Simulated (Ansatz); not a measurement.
## Geometry relaxation of Rh (part 2 of 2)

The same run, continued: Rh (I4/mmm, 2 atoms in the cell); DFT PBEsol, scalar-relativistic, plane waves, PAW, no spin polarisation (Ansatz 0.2.0); cutoff 420 eV, 20×20×14 k-mesh, Gaussian smearing of 0.1 eV. The structure derives from a Materials Project entry. It belongs to a series of runs on one base structure; here: biaxial strain in the a-b plane, c and atoms relaxed: -2.0 %.

Geometry of the input (Å; fractional positions):
```
1.8522  1.8522  0.0000
-1.8522  1.8522  0.0000
0.0000  0.0000  3.8254
Rh 0.0000  0.0000  0.0000
Rh 0.5000  0.5000  0.5000
```

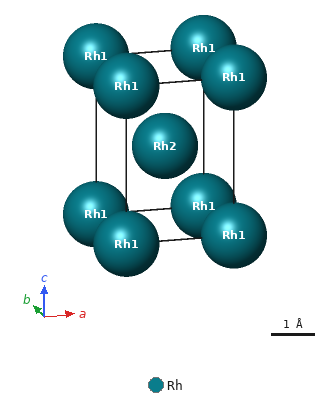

The geometry at step 3 of the log (spheres-only view of the cell of the calculation, seen slightly off an axis; atoms are numbered from 1 in the order of the input).

**Log, continued**
```
SCF iter   1: F=—  HF=-12677.463426 eV  |F-HF|=—  |Δ(HF+E_count)|=         —  Δρ=2.15e-4  dr2=2.59e-7  ethr=2.28e-8  ⟨swp⟩=3.2  Hψ=75076  notcnv=0
SCF iter   2: F=—  HF=-12677.463417 eV  |F-HF|=—  |Δ(HF+E_count)|=   9.04e-6  Δρ=1.07e-4  dr2=6.37e-8  ethr=7.62e-10  ⟨swp⟩=1.1  Hψ=11268  notcnv=0
SCF iter   3: F=—  HF=-12677.463418 eV  |F-HF|=—  |Δ(HF+E_count)|=   1.23e-6  Δρ=3.60e-6  dr2=1.82e-9  ethr=1.87e-10  ⟨swp⟩=1.0  Hψ=11088  notcnv=0
SCF iter   4: F=—  HF=-12677.463418 eV  |F-HF|=—  |Δ(HF+E_count)|=  1.27e-10  Δρ=3.43e-7  dr2=8.77e-12  ethr=5.35e-12  ⟨swp⟩=2.3  Hψ=17501  notcnv=0
iter 5 did not close the SCF: its close was put off for the readings that it lacked (scf_convergence_deferred on its scf_iter line)
SCF iter   5: F=-12677.463418 eV  HF=-12677.463418 eV  |F-HF|=1.82e-12  |Δ(HF+E_count)|=    0.00e0  Δρ=1.12e-7  dr2=8.00e-13  ethr=1.00e-12  ⟨swp⟩=1.0  Hψ=11088  notcnv=0
iter 6 did not close the SCF: its close was put off for the readings that it lacked (scf_convergence_deferred on its scf_iter line)
SCF iter   6: F=-12677.463418 eV  HF=-12677.463418 eV  |F-HF|=1.82e-12  |Δ(HF+E_count)|=  1.82e-12  Δρ=1.47e-8  dr2=2.19e-14  ethr=1.00e-12  ⟨swp⟩=1.0  Hψ=11088  notcnv=0
iter 7 did not close the SCF: its close was put off for the readings that it lacked (scf_convergence_deferred on its scf_iter line)
SCF iter   7: F=-12677.463418 eV  HF=-12677.463418 eV  |F-HF|=3.64e-12  |Δ(HF+E_count)|=    0.00e0  Δρ=2.93e-9  dr2=6.48e-16  ethr=1.00e-12  ⟨swp⟩=1.0  Hψ=11088  notcnv=0
iter 8 did not close the SCF: its close was put off for the readings that it lacked (scf_convergence_deferred on its scf_iter line)
SCF iter   8: F=-12677.463418 eV  HF=-12677.463418 eV  |F-HF|=1.82e-12  |Δ(HF+E_count)|=  1.82e-12  Δρ=3.35e-10  dr2=1.14e-17  ethr=1.00e-12  ⟨swp⟩=1.0  Hψ=11088  notcnv=0
SCF iter   9: F=-12677.463418 eV  HF=-12677.463418 eV  |F-HF|=0.00e0  |Δ(HF+E_count)|=  3.64e-12  Δρ=9.28e-11  dr2=9.05e-19  ethr=1.00e-12  ⟨swp⟩=1.5  Hψ=25489  notcnv=0
SCF 5 converged in 9 iterations: F = -12677.463418 eV  dr2 = 9.05e-19
relax step   5: F+E_penalty+E_count = -12677.46341837 eV  Δ(F+E_penalty+E_count) = -1.022e-4 eV  max|allowed force component| = 1.479e-30 eV/Å  Δτ_max = 0.0000 Å  P = +7.222 GPa  Ω = 26.410 Å³  fix = [a, b, gamma]  reactions: a +10.831, b +10.831 GPa  stress off target by 2.56e-3 GPa on what of the cell is left free  SCF on the basis re-selected at this cell (its energy is not comparable with the rows above)  (9 SCF iters)
```

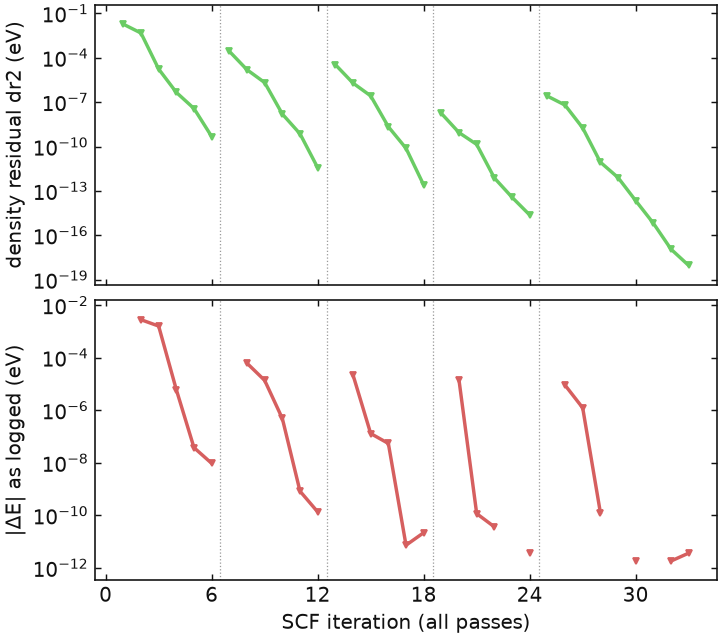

Convergence of the self-consistent field: density residual dr2 and size of the energy change against the SCF iteration. The dotted lines part the SCF passes of the relaxation: geometry steps, rejected trials and re-solves on a re-selected basis. The 5 passes take 6 to 9 iterations each, 33 in all.

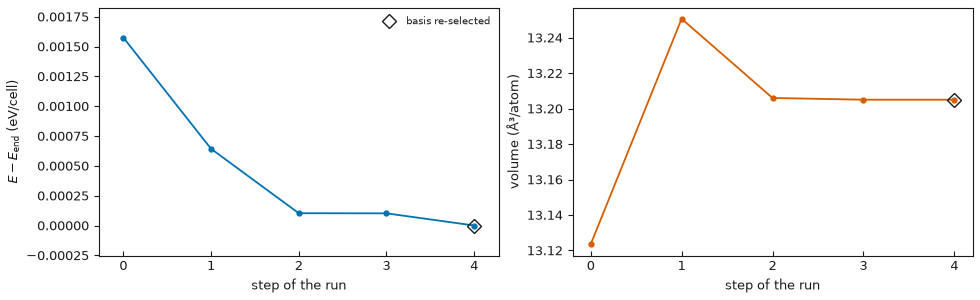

Progress of the relaxation, step by step (the first geometry is step 0 here and step 1 in the log).

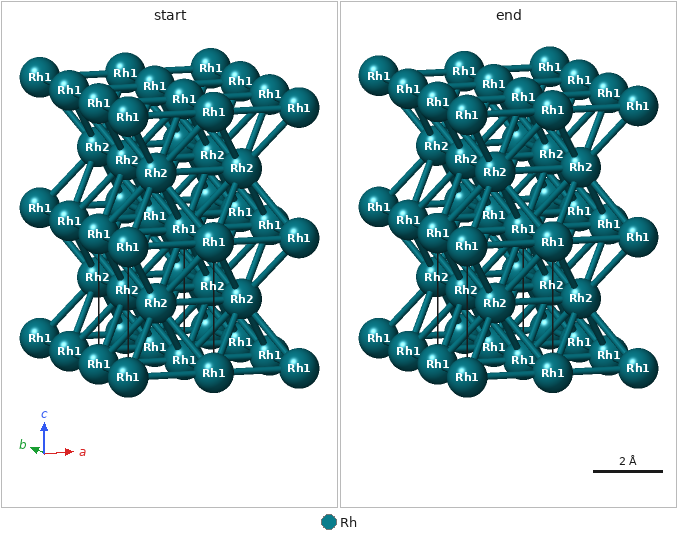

Before (left) and after (right) the relaxation, at one scale (ball-and-stick view of the cell of the calculation, repeated 2 × 3 × 2, seen slightly off an axis). The atoms keep their places relative to the cell (all moves are under 0.005 Å). Cell: a = b stay at 2.619 Å, c 3.825 → 3.849 Å (+0.6 %). Volume +0.6 %. Distances before and after: Rh1–Rh2 2.663 → 2.671 Å. The space group stays I4/mmm (No. 139). The energy falls by 1.5 meV per cell of the calculation in 3 geometry steps. All forces vanish by symmetry, so only the cell relaxes. Pressure: 9.22 GPa at the start and 7.22 GPa at the end. A last SCF at the same geometry on a re-selected plane-wave basis shifts the energy by −0.1 meV per cell of the calculation. (Atoms are counted from 1 in the order of the input.)

```
basis re-selected at this cell: Δ(F+E_penalty+E_count) = -1.022e-4 eV, ΔP = -0.000 GPa vs the last step (what re-selecting the basis moved, of the pressure what is left beyond the Pulay correction that the steps carried, after the strain that the cell walked since its last selection, with what the two solves' SCF thresholds leave and, on support functions, any second-order correction that the steps lacked; it is no measure of the basis error at this ecutwfc). This SCF's stress stands 2.56e-3 GPa from its target on what of the cell is left free (relax.cell.stress_tol is 1.50e-2 GPa) and its largest allowed force component is 1.48e-30 eV/Å (relax.f_tol is 8.00e-3 eV/Å): within both
SCF converged after 9 iterations
Free energy (F): -12677.463418 eV
Harris-Foulkes:  -12677.463418 eV  (|F-HF|=0.00e0)
Internal energy: -12677.451909 eV  (E = F + TS)
E sigma→0 (E₀):  -12677.457663 eV
Entropy (-TS):   -0.011510 eV (-5.755 meV/atom)
Fermi energy:    23.424757 eV
--- Per-component energies (eV) ---
  E_band       = -140.086191
  E_kinetic    = 1149.270689
  E_local      = -3028.284200  (includes V_loc(G=0)·N_el)
  E_nonlocal   = 712.636162
  E_hartree    = 1063.558056
  E_xc         = -442.395960
  E_vxc        = -557.497791  (∫ρ·V_xc dr)
  E_paw        = -7047.716612  (= ΣΔE_a)
  E_vpaw       = -543.328771  (= ΣTr[D̂ρ^β])
  E_aug_tail   = 0.001607  (compensation charges beyond the density's cutoff)
  E_ewald      = -5085.074050
  E_core_change = 0.552399  (= ΣΔE_core)
  E_smearing   = -0.011510  (= −TS)
  E_closure    = -0.000000  (closes the sum)
  Σ components = -12677.463418   (vs F -12677.463418, Δ=0.00e0)
--- Forces (eV/Å), atoms counted from 1 ---
  atom   1  Rh     0.00000000    -0.00000000     0.00000000
  atom   2  Rh     0.00000000    -0.00000000     0.00000000
  max |Σ_I F_I| component: 2.86e-29 eV/Å
--- Stress (GPa, compression-positive) ---
       10.831059      -0.000000       0.000000
        0.000000      10.831059       0.000000
        0.000000       0.000000       0.002560
  P = ⅓ Tr σ = 7.2216 GPa (72.216 kbar)
--- Band table (eV; the first three rows and the last of 528) ---
  k-point 0: bands = ["-55.5131", "-55.3478", "-23.7428", "-23.2097", "-23.2097", "-22.9602", "-22.9360", "-22.9360", "15.0724", "16.6954", "17.0889", "19.8368", "20.2880", "20.2880", "22.0952", "22.6464", "24.0642", "24.4707", "24.4707", "26.1108", "35.4380"]
  k-point 1: bands = ["-55.5110", "-55.3499", "-23.7336", "-23.2064", "-23.2064", "-22.9706", "-22.9395", "-22.9395", "15.1408", "16.7322", "17.1168", "19.7928", "20.3252", "20.3252", "22.0419", "22.6625", "24.0445", "24.3886", "24.3886", "25.8392", "35.7638"]
  k-point 2: bands = ["-55.5049", "-55.3561", "-23.7062", "-23.1964", "-23.1964", "-23.0012", "-22.9498", "-22.9498", "15.3428", "16.8388", "17.1998", "19.6652", "20.4360", "20.4360", "21.8887", "22.7103", "23.9866", "24.1552", "24.1552", "25.1311", "36.6271"]
  k-point 527: bands = ["-55.3249", "-55.3249", "-23.5267", "-23.5267", "-23.5267", "-23.5267", "-23.2558", "-23.2558", "17.9270", "17.9270", "19.3708", "19.3708", "19.3708", "19.3708", "22.0812", "22.0812", "24.7103", "24.7103", "33.2778", "33.2778", "33.2778"]
--- Relaxed structure (4 steps of the walk, 4 accepted, 1 SCFs on fresh bases) ---
  F+E_penalty+E_count = -12677.46341837 eV   max|allowed force component| = 1.479e-30 eV/Å   (the final SCF, on the basis selected at the relaxed cell)
  cell:  # Å, volume = 26.4101 Å³
    - [1.8522012622, 1.8522012622, 0.0]
    - [-1.8522012622, 1.8522012622, 0.0]
    - [0.0, 0.0, 3.849133074735933]
  atoms:
    - { symbol: Rh, position: [0.0, 0.0, 0.0] }
    - { symbol: Rh, position: [0.5, 0.5, 0.5] }
```

**Trajectory as extended XYZ (Å, eV, eV/Å), 5 frames, from step=1 to step=5**
```
2
Lattice="1.8522 1.8522 0.0000 -1.8522 1.8522 0.0000 0.0000 0.0000 3.8254" Properties=species:S:1:pos:R:3:forces:R:3 step=1 energy=-12677.46184 pressure_GPa=9.22
Rh    0.0000    0.0000    0.0000    0.0000   0.0000   0.0000
Rh    0.0000    1.8522    1.9127    0.0000   0.0000   0.0000
2
Lattice="1.8522 1.8522 0.0000 -1.8522 1.8522 0.0000 0.0000 0.0000 3.8624" Properties=species:S:1:pos:R:3:forces:R:3 step=2 energy=-12677.46277 pressure_GPa=6.14
Rh    0.0000    0.0000    0.0000    0.0000   0.0000   0.0000
Rh    0.0000    1.8522    1.9312    0.0000   0.0000   0.0000
2
Lattice="1.8522 1.8522 0.0000 -1.8522 1.8522 0.0000 0.0000 0.0000 3.8494" Properties=species:S:1:pos:R:3:forces:R:3 step=3 energy=-12677.46332 pressure_GPa=7.20
Rh    0.0000    0.0000    0.0000    0.0000   0.0000   0.0000
Rh    0.0000    1.8522    1.9247    0.0000   0.0000   0.0000
2
Lattice="1.8522 1.8522 0.0000 -1.8522 1.8522 0.0000 0.0000 0.0000 3.8491" Properties=species:S:1:pos:R:3:forces:R:3 step=4 energy=-12677.46332 pressure_GPa=7.22
Rh    0.0000    0.0000    0.0000    0.0000   0.0000   0.0000
Rh    0.0000    1.8522    1.9246    0.0000   0.0000   0.0000
2
Lattice="1.8522 1.8522 0.0000 -1.8522 1.8522 0.0000 0.0000 0.0000 3.8491" Properties=species:S:1:pos:R:3:forces:R:3 step=5 energy=-12677.46342 pressure_GPa=7.22
Rh    0.0000    0.0000    0.0000    0.0000   0.0000   0.0000
Rh    0.0000    1.8522    1.9246    0.0000   0.0000   0.0000
```
